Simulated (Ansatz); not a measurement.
## Field-gradient calculation of WSi2

- system: WSi2 (I4/mmm, 3 atoms in the cell)
- method: DFT, PBEsol, PAW with Ansatz's default frozen-core files, scalar-relativistic, no spin polarisation (Ansatz 0.2.0)

The structure derives from an entry of the Crystallography Open Database. It belongs to a series of runs on one base structure; here: shortest bond scaled by 1, PAW files.

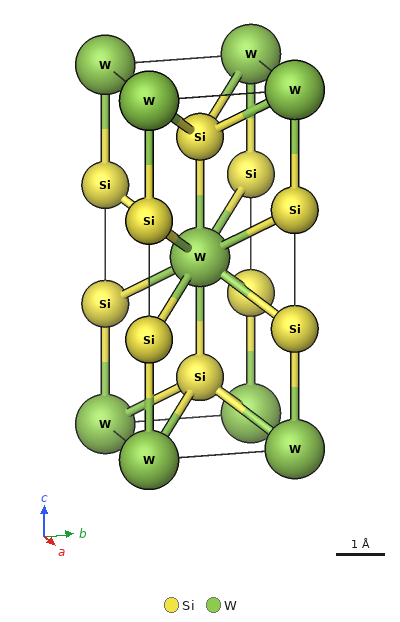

*The structure as given in the input (ball-and-stick view of the cell 2 times as large as that of the calculation, set on its symmetry axes, seen slightly off an axis).*

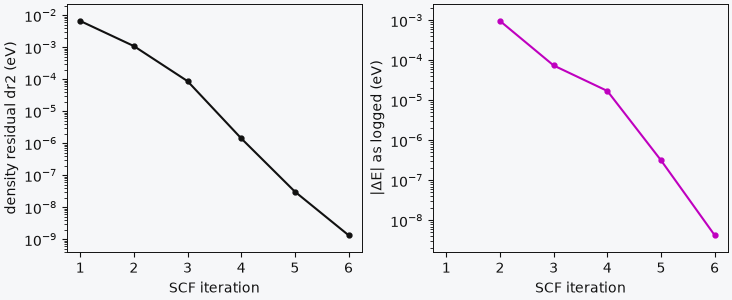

*Convergence of the self-consistent field: density residual dr2 and size of the energy change against the SCF iteration.*

The residual falls at every step.

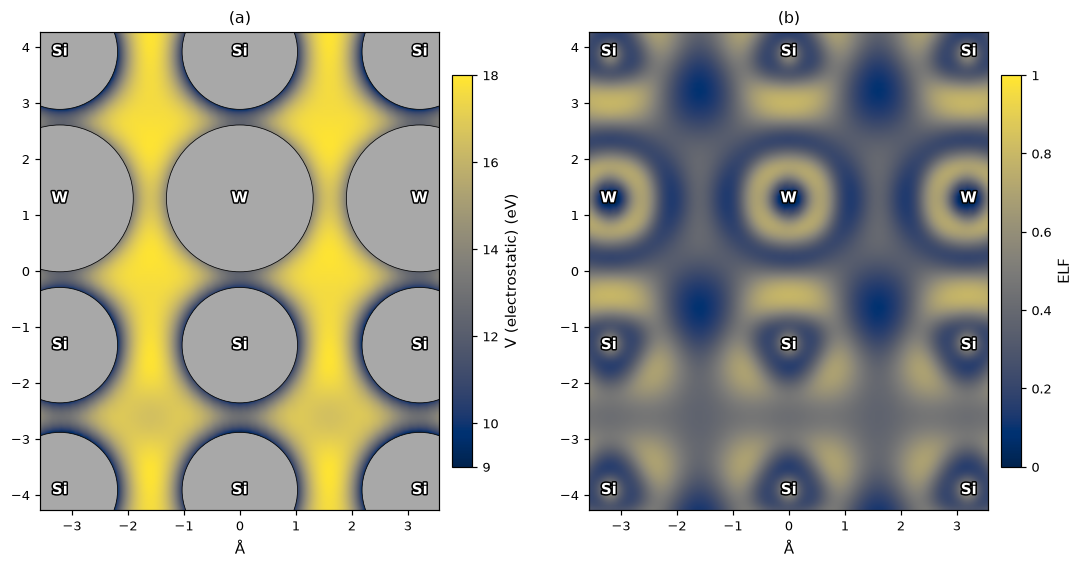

*(a) electrostatic potential (local pseudopotential plus Hartree) felt by an electron; (b) ELF on the (100) plane of the conventional cell. Grey discs, where drawn, cover atomic cores.*

The plane passes through Si and W nuclei. Si–W (2.62 Å): the ELF is about 0.45 at the midpoint. The strong features right at W lie inside the PAW spheres (semicore, d or f shells) and say nothing about bonding. Outside the cores the potential energy rises away from the atoms and is highest about 1.6 Å from the nearest atoms; outside the discs it spans about 8 eV, and its zero is arbitrary. Core electrons are frozen (PAW), so the fields are smoothed inside the atomic spheres.

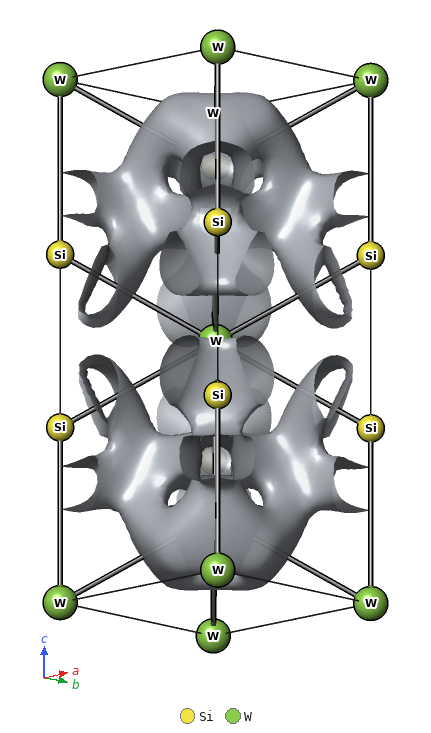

*Isosurface of the ELF at 0.55 (grey), seen at an oblique angle. Core shells and regions of very low density are left out. Sticks mark near contacts. The outline is the cell set on symmetry axes.*

The ELF exceeds this value in sheets that run through the cell in two directions, counted in one cell of 6 atoms. Along the contacts the grid gives the following. Si–W (2.62 Å): the ELF is about 0.45 at the midpoint.

These pictures come from the run below.

**The input**
```yaml
crystal:
  lattice:
    - [-1.6069, 1.6069, 3.91495]
    - [1.6069, -1.6069, 3.91495]
    - [1.6069, 1.6069, -3.91495]
  atoms:
    - { symbol: Si, position: [0.3347, 0.3347, 0.0] }
    - { symbol: Si, position: [0.6653, 0.6653, 0.0] }
    - { symbol: W, position: [0.0, 0.0, 0.0] }
kpoints:
  mp_grid: { grid: [13, 13, 13] }
scf:
  occupations: { method: fermi_dirac, width: 0.05 }
hamiltonian:
  xc: pbesol
  pseudopotentials: { kind: paw }
output:
  forces: true
  stress: true
  eigenvalues: true
  efg: { contact_densities: true }
  populations: true
  write_density: true
  write_potential: true
  elf: true
  volumetric_format: npy
```

Command:
```bash
ansatz run input.yaml --threads 1 --pin off --max-ram 3072MiB --backend cpu --events-out ev --progress --plain --runs-dir out
```

**Output**
```
W: output.efg is read without spin–orbit coupling, which moves field gradients at and beside such atoms by some per cent and up to a factor of two; PAW files take it under magnetization.noncollinear and magnetization.spin_orbit
Engine: ansatz 0.2.0, aarch64-unknown-linux-gnu
Pseudopotentials: kind: paw
Pseudopotential: Si, paw, valence charge 4, recommended cutoff 420 eV (normal), Si.paw.azcp
Pseudopotential: W, paw, valence charge 14, recommended cutoff 420 eV (normal), W.paw.azcp
Functional definition: PBEsol
  exchange = pbesol_x
  correlation = pbesol_c
Crystal: 3 atoms, lattice volume = 40.436 Å³
Basis set: ecut = 420 eV, 793 PW (Γ), exchange–correlation on 64×64×64 points (8 copies of the dense FFT grid, shifted against one another)
Bands: 15, of which v1, the nominal top of the filled ones, is band 11 counted from 1 (10 counted from 0)
Symmetry: 16 space group operations
Space group: I4/mmm (ITA 139), of the structure as read, at distance tolerance 3.4e-5 Å
k-points: 196 of 2197
Non-local potential: Si, projectors of the file, l = 0: 2, l = 1: 2, l = 2: 2
Non-local potential: W, projectors of the file, l = 0: 3, l = 1: 2, l = 2: 2, l = 3: 1
PAW form: soft (Blöchl's): semilocal exchange-correlation on the pseudo side does not see the compensation charge
PAW frozen core: Si, regenerated for the run's functional, and the local potential with it (the file was generated under x = pbe(κ = 0.804, μ = 0.2195149727645171), c = pbe(β = 0.06672455060314922))
PAW frozen core: W, regenerated for the run's functional, and the local potential with it (the file was generated under x = pbe(κ = 0.804, μ = 0.2195149727645171), c = pbe(β = 0.06672455060314922))
PAW one-centre angular grid: Si, 110 points (default); XC on 64 Gauss nodes
PAW one-centre angular grid: W, 590 points (default); XC on 64 Gauss nodes
Initial density: superposition of atomic densities (neutral atoms: chi_scale 0, normalization atom), corrected by the library's trained network
Initial wavefunctions: pseudopotential atomic-orbital guess
Functional: x = pbesol(κ = 0.804, μ = 0.12345679012345678), c = pbesol(β = 0.046)
SCF iter   1: F=—  HF=-11500.896305 eV  |F-HF|=—  |Δ(HF+E_count)|=         —  Δρ=4.47e-3  dr2=6.64e-3  ethr=1.77e-3  ⟨swp⟩=5.4  Hψ=17220  notcnv=0
preconditioner: auto → Kerker (q_TF=auto, 2.465 Å⁻¹)  [metal: Δε(μ)=0.079 eV  Ē_g=8.107 eV  σ=0.050 eV  W_gap=0.37  n_scr=10 (ndim 8)  ℏωp=21.8 eV  f_vac=0.000  D(μ)=0.18/eV (n_scr^D=0)]
SCF iter   2: F=—  HF=-11500.895340 eV  |F-HF|=—  |Δ(HF+E_count)|=   9.65e-4  Δρ=2.31e-3  dr2=1.09e-3  ethr=3.02e-5  ⟨swp⟩=1.0  Hψ=4517  notcnv=0
SCF iter   3: F=—  HF=-11500.895266 eV  |F-HF|=—  |Δ(HF+E_count)|=   7.44e-5  Δρ=6.12e-4  dr2=8.75e-5  ethr=4.96e-6  ⟨swp⟩=1.9  Hψ=4056  notcnv=0
SCF iter   4: F=—  HF=-11500.895249 eV  |F-HF|=—  |Δ(HF+E_count)|=   1.72e-5  Δρ=6.29e-5  dr2=1.43e-6  ethr=3.98e-7  ⟨swp⟩=2.6  Hψ=4364  notcnv=0
iter 5 did not close the SCF: its close was put off for the readings that it lacked (scf_convergence_deferred on its scf_iter line)
SCF iter   5: F=-11500.895248 eV  HF=-11500.895248 eV  |F-HF|=1.09e-8  |Δ(HF+E_count)|=   3.18e-7  Δρ=9.17e-6  dr2=3.10e-8  ethr=6.51e-9  ⟨swp⟩=2.3  Hψ=4166  notcnv=0
SCF iter   6: F=-11500.895248 eV  HF=-11500.895248 eV  |F-HF|=8.62e-10  |Δ(HF+E_count)|=   4.27e-9  Δρ=1.59e-6  dr2=1.35e-9  ethr=1.41e-10  ⟨swp⟩=5.7  Hψ=16171  notcnv=0
SCF 1 converged in 6 iterations: F = -11500.895248 eV  dr2 = 1.35e-9
  greatest PAW one-centre occupation: 1.000 electrons in one spin orbital (limit 2), on the W atom at site 2 (counted from 0), in its partial waves of l = 0
SCF converged after 6 iterations
Free energy (F): -11500.895248 eV
Harris-Foulkes:  -11500.895248 eV  (|F-HF|=8.62e-10)
Internal energy: -11500.893619 eV  (E = F + TS)
E sigma→0 (E₀):  -11500.894434 eV
Entropy (-TS):   -0.001629 eV (-0.543 meV/atom)
Fermi energy:    16.652558 eV
--- Per-component energies (eV) ---
  E_band       = -82.357409
  E_kinetic    = 541.552448
  E_local      = -950.080120  (includes V_loc(G=0)·N_el)
  E_nonlocal   = 53.462792
  E_hartree    = 372.163840
  E_xc         = -379.532085
  E_vxc        = -338.843866  (∫ρ·V_xc dr)
  E_paw        = -9434.262713  (= ΣΔE_a)
  E_vpaw       = -132.777354  (= ΣTr[D̂ρ^β])
  E_aug_tail   = -0.000069  (compensation charges beyond the density's cutoff)
  E_ewald      = -1704.482625
  E_core_change = 0.284913  (= ΣΔE_core)
  E_smearing   = -0.001629  (= −TS)
  E_closure    = 0.000000  (closes the sum)
  Σ components = -11500.895248   (vs F -11500.895248, Δ=0.00e0)
--- Forces (eV/Å), atoms counted from 1 ---
  atom   1  Si     0.00000000     0.00000000    -0.01194853
  atom   2  Si    -0.00000000     0.00000000     0.01194853
  atom   3  W     -0.00000000     0.00000000    -0.00000000
  max |Σ_I F_I| component: 2.78e-17 eV/Å
--- Stress (GPa, compression-positive) ---
       -2.143410       0.000000       0.000000
        0.000000      -2.143410       0.000000
       -0.000000      -0.000000      -1.628125
  P = ⅓ Tr σ = -1.9716 GPa (-19.716 kbar)
--- PAW observables at the nuclei: V_zz in 10²¹ V/m², potentials from the cell's mean, atoms counted from 1 ---
  atom   1  Si V_zz =    -0.925448   η = 0.0000   by run symmetry: allowed
            electrostatic potential = -1370.395928 V   contact ρ = 12760.856191 e/Å³
  atom   2  Si V_zz =    -0.925448   η = 0.0000   by run symmetry: allowed
            electrostatic potential = -1370.395928 V   contact ρ = 12760.856191 e/Å³
  atom   3  W  V_zz =   -16.957959   η = 0.0000   by run symmetry: allowed
            electrostatic potential = -14813.148956 V   contact ρ = 8810836.614020 e/Å³
--- Band table (eV; the first three rows and the last of 196) ---
  k-point 0: bands = ["-57.1135", "-21.4118", "-21.3872", "-21.3872", "2.5723", "9.7789", "12.9194", "13.2787", "13.7958", "13.7958", "17.2407", "19.4015", "19.5504", "19.7230", "19.7230"]
  k-point 1: bands = ["-57.1126", "-21.4094", "-21.3996", "-21.3981", "2.7644", "9.9530", "12.3497", "13.3201", "13.3234", "14.3915", "16.3366", "19.1495", "19.8623", "19.8884", "20.0951"]
  k-point 2: bands = ["-57.1102", "-21.4327", "-21.4279", "-21.4029", "3.3238", "10.4086", "11.6794", "12.3368", "13.4702", "14.7082", "14.9199", "19.0622", "20.1790", "20.2317", "20.8113"]
  k-point 195: bands = ["-57.1129", "-21.4274", "-21.4012", "-21.3873", "4.9139", "5.7210", "12.6165", "13.8018", "15.6130", "15.9570", "15.9811", "16.1602", "17.5887", "21.3381", "21.7624"]
--- Löwdin populations: 3 sites ---
  site symbol       q [e]
     0     Si      3.9196
     1     Si      3.9196
     2      W     13.9241
  spilling = 0.010760 (of n_electrons = 22.000000)
```

**File populations.tsv**
```
# site	symbol	l	j	q
# orbitals = lowdin
# n_electrons = 22.000000
# spilling = 0.010760
0	Si	0_3S	-	1.185409
0	Si	1_3P	-	2.734186
1	Si	0_3S	-	1.185409
1	Si	1_3P	-	2.734186
2	W	0_5S	-	1.942409
2	W	0_6S	-	0.520085
2	W	1_5P	-	5.985063
2	W	2_5D	-	5.476533
```

**File rho_z.tsv**
```
# z_ang	rho[e/angstrom^3]
# format = ansatz-planar-average/11
# lattice	-1.606900000	1.606900000	3.914950000
# lattice	1.606900000	-1.606900000	3.914950000
# lattice	1.606900000	1.606900000	-3.914950000
# sites	3
# site	14	0.000000000	0.000000000	2.620667530
# site	14	0.000000000	0.000000000	5.209232470
# site	74	0.000000000	0.000000000	0.000000000
0.000000	8.168927e-1
0.141460	8.132397e-1
0.282919	8.015808e-1
0.424379	7.802598e-1
0.565839	7.477563e-1
0.707298	7.038492e-1
0.848758	6.502730e-1
0.990217	5.905872e-1
1.131677	5.293782e-1
1.273137	4.711946e-1
1.414596	4.196521e-1
1.556056	3.769711e-1
1.697516	3.439541e-1
1.838975	3.202550e-1
1.980435	3.047941e-1
2.121895	2.962435e-1
2.263354	2.935302e-1
2.404814	2.962435e-1
2.546273	3.047941e-1
2.687733	3.202550e-1
2.829193	3.439541e-1
2.970652	3.769711e-1
3.112112	4.196521e-1
3.253572	4.711946e-1
3.395031	5.293782e-1
3.536491	5.905872e-1
3.677951	6.502730e-1
3.819410	7.038492e-1
3.960870	7.477563e-1
4.102329	7.802598e-1
4.243789	8.015808e-1
4.385249	8.132397e-1
```

**File v_z.tsv**
```
# z_ang	v_es[eV]	v_tot[eV]
# format = ansatz-planar-average/11
# xc	pbesol
# density_cutoff_ev	1680
# datasets	Si=:simpson_from_first_knot:soft:shift=-540422	W=:simpson_from_first_knot:soft:shift=-887417
# lattice	-1.606900000	1.606900000	3.914950000
# lattice	1.606900000	-1.606900000	3.914950000
# lattice	1.606900000	1.606900000	-3.914950000
# sites	3
# site	14	0.000000000	0.000000000	2.620667530
# site	14	0.000000000	0.000000000	5.209232470
# site	74	0.000000000	0.000000000	0.000000000
0.000000	-5.055198e0	-1.992354e1
0.141460	-4.857814e0	-1.967989e1
0.282919	-4.271647e0	-1.895677e1
0.424379	-3.315124e0	-1.777657e1
0.565839	-2.019535e0	-1.617477e1
0.707298	-4.289654e-1	-1.420309e1
0.848758	1.400484e0	-1.193682e1
0.990217	3.399950e0	-9.480282e0
1.131677	5.484851e0	-6.960956e0
1.273137	7.551715e0	-4.513447e0
1.414596	9.482987e0	-2.261819e0
1.556056	1.116649e1	-3.075952e-1
1.697516	1.252710e1	1.281646e0
1.838975	1.354793e1	2.482849e0
1.980435	1.425493e1	3.311810e0
2.121895	1.467081e1	3.792293e0
2.263354	1.480647e1	3.947105e0
2.404814	1.467081e1	3.792293e0
2.546273	1.425493e1	3.311810e0
2.687733	1.354793e1	2.482849e0
2.829193	1.252710e1	1.281646e0
2.970652	1.116649e1	-3.075952e-1
3.112112	9.482987e0	-2.261819e0
3.253572	7.551715e0	-4.513447e0
3.395031	5.484851e0	-6.960956e0
3.536491	3.399950e0	-9.480282e0
3.677951	1.400484e0	-1.193682e1
3.819410	-4.289654e-1	-1.420309e1
3.960870	-2.019535e0	-1.617477e1
4.102329	-3.315124e0	-1.777657e1
4.243789	-4.271647e0	-1.895677e1
4.385249	-4.857814e0	-1.967989e1
```

**Results in brief**

- outcome: converged
- space group (tolerance 0.01 Å): I4/mmm (139)
- electrons treated: 22
- free energy: −11500.8952 eV
- Fermi energy: 16.653 eV
- pressure: −1.97 GPa
- field gradient V_zz (10²¹ V/m²): Si −0.93, Si −0.93, W −16.96
- largest force (length of the vector): 0.012 eV/Å
- hardware: 1 thread of Arm Neoverse V1, 24 GiB of memory available, shared host
- wall time: 11 s
- peak memory: 0.46 GiB

**Notes**

The program warns: the field gradients leave out spin–orbit coupling. Spin–orbit coupling is left out, which matters for W.
